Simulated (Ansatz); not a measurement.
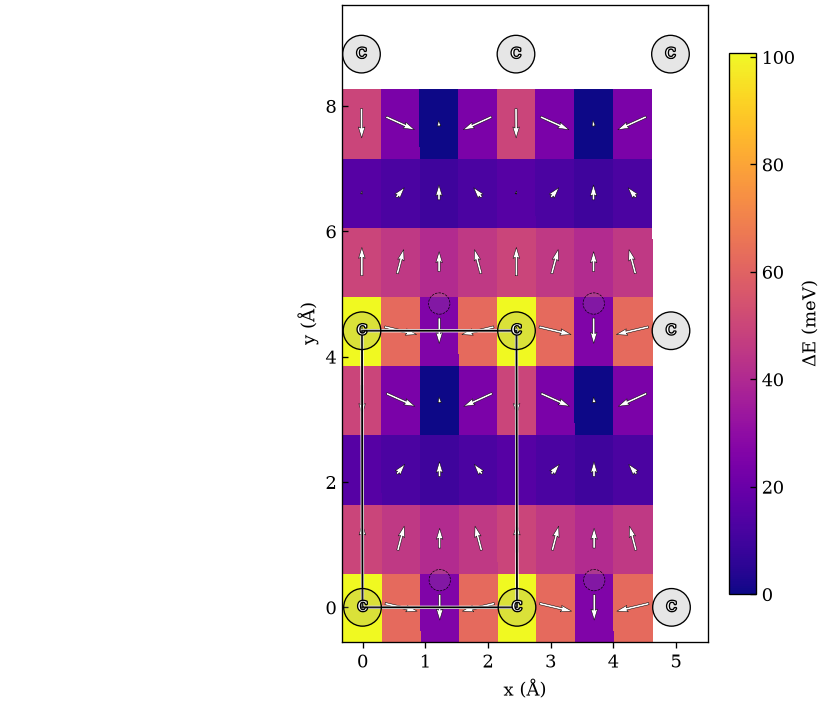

Energy landscape of N₂ on a C(111) slab cut from the C2/m phase, its upper half relaxed before the scan (16 atoms of substrate and one adsorbate in a 2 × 1 cell). N2 is moved over the surface cell at a fixed height above a rigid substrate; the origin of the map has the adsorbate above C15; the height is held at 2.70 Å. Places are given modulo a cell vector. The map is drawn in real space over the plane of the surface. The grid has 4 × 4 points. Places are given in fractions of the 1 × 1 surface cell. Energies are in meV, from the lowest grid point. At a fixed height the lowest place need not be the adsorption site. These are results of DFT PBE+D3(BJ), scalar-relativistic, plane waves, PAW (Ansatz), not measurements. Settings: cutoff 420 eV, k-mesh 6×6×1, gaussian smearing 0.05 eV, no spin polarisation.

In the figure: one coloured cell a grid point, arrows along the force (downhill), their lengths compressed, labelled circles for the atoms of the top layer and small ones for the second layer, the outline of one cell of the 2 × 2 shown. 

Q: Summarise what can be read from the map.

A: The lowest grid point is at (2/4, 3/4) of the cell vectors. The highest grid point, the top site over a surface C atom, (0/4, 0/4) of the cell vectors, lies 101 meV above the lowest.

Each point was launched as `ansatz run input.yaml --threads 1 --pin off --max-ram 3072MiB --backend cpu --events-out ev --progress --plain --runs-dir out`. The whole map (16 points run) took 21 min on 1 thread of Arm Neoverse V2 (shared host).

PAW datasets: the set soft_1.
